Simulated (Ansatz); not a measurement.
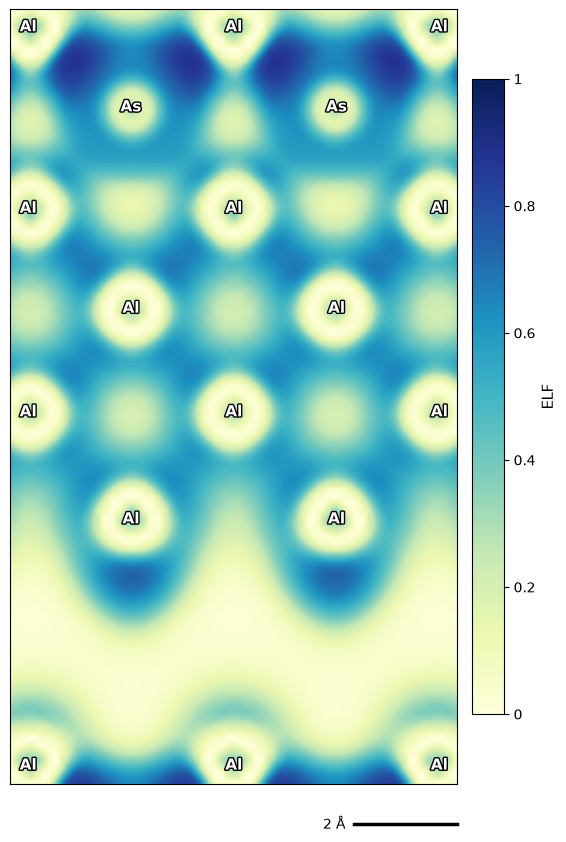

Figure. Al$_{5}$As. Electron localisation function on the (010) plane of the conventional cell.

Space group Pmm2; a generated structure, not necessarily the stable one; changed on purpose from its base cell (volume × 0.97, shape and atoms relaxed); computed pressure about 2 GPa in this cell.

These are results of Ansatz, DFT PBE, scalar-relativistic, plane waves, PAW, not measurements.

> What do the fields say about this system?

The plane passes through Al and As nuclei.
Al–As (2.51 Å): the ELF peaks at about 0.90 between the atoms.
Al–Al (2.76 Å): the ELF peaks at about 0.70 between the atoms.
Al–As (2.78 Å): the ELF is about 0.55 at the midpoint.
Al–Al (2.81 Å): the ELF peaks at about 0.65 between the atoms.

> Does the calculation give a band gap?

It is metallic or semimetallic at this level of theory: no gap opens.
